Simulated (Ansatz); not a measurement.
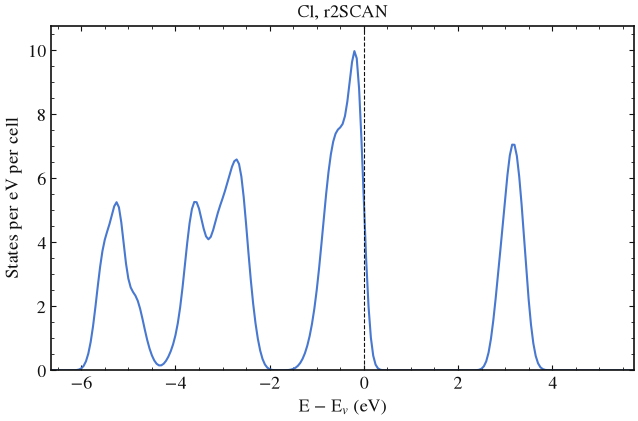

Density of states. Energies are counted from the top of the valence band. The curve is built from the levels of the k mesh with Gaussians 0.3 eV wide, which also blur the band edges.

Calculation on Cl, space group Cmce, 4 atoms in the cell, uniaxial (y) strain +4.8%; a = 3.77 Å, b = 3.77 Å, c = 8.15 Å, α = 90.00°, β = 90.00°, γ = 67.86°.

Computed with Ansatz: DFT, r2SCAN, plane waves, PAW, no spin polarisation, 8×8×4 k mesh, 500 eV cutoff.

Q: Is there a gap at the Fermi level, and how wide?

A: There is a gap; over the k points computed it is 2.74 eV.

Q: How wide is the upper valence band?

A: The upper group of valence states starts about 1.4 eV under the valence-band top, with a gap beneath it; it holds about 8 electrons a cell.

Q: Where is the tallest peak of the filled states in the window?

A: Within the window shown, the tallest peak of the filled states lies 0.2 eV under the valence-band top, at about 10 states per eV and cell.
